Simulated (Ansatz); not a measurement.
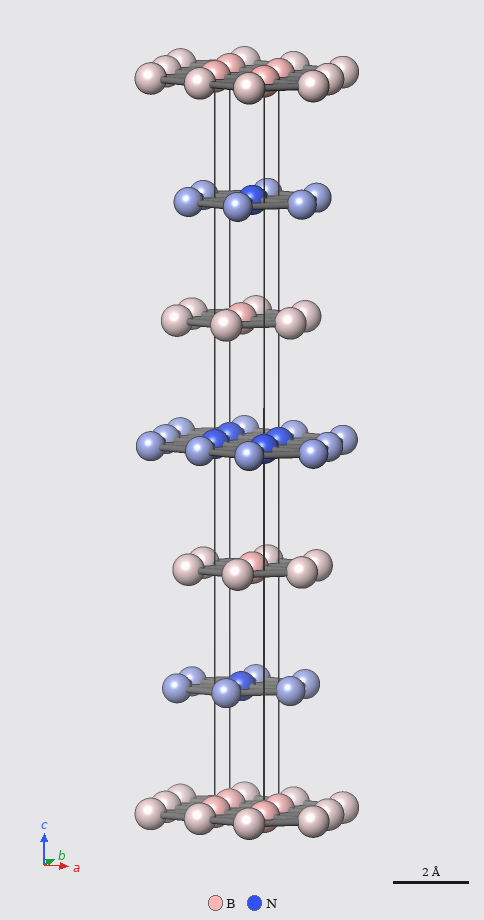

Shown here is a ball-and-stick view of the crystal, taken slightly off an axis. Thin lines show the conventional unit cell, with boundary atoms drawn in all their periodic places. Every bond is drawn to its end, so some atoms lie outside the box, in fainter colours.

Size of the cell: a = 1.803 Å, b = 1.803 Å, c = 19.903 Å, α = 90.00°, β = 90.00°, γ = 120.00°.

Bonding distances used: B–B up to 1.95 Å, N–N up to 2.07 Å (cut-off distances).

Q: What ratio of elements does the structure have?

A: BN. The cell holds 3 B, 3 N, counting shared atoms by their share.

Q: Name the space group.

A: R-3m (No. 166), with B on 3a and N on 3b.

Q: Describe the environment of the B atoms.

A: Six B at about 1.8 Å.

Q: Is the bonded network molecular, chain-like, layered or three-dimensional?

A: The bonds build B and N layers parallel to (001).

The structure was taken from a textbook structure type filled with these elements (whether it is the usual form wasn't checked). The geometry was optimised with Ansatz 0.2.0, DFT r2SCAN, scalar-relativistic, plane waves, PAW.
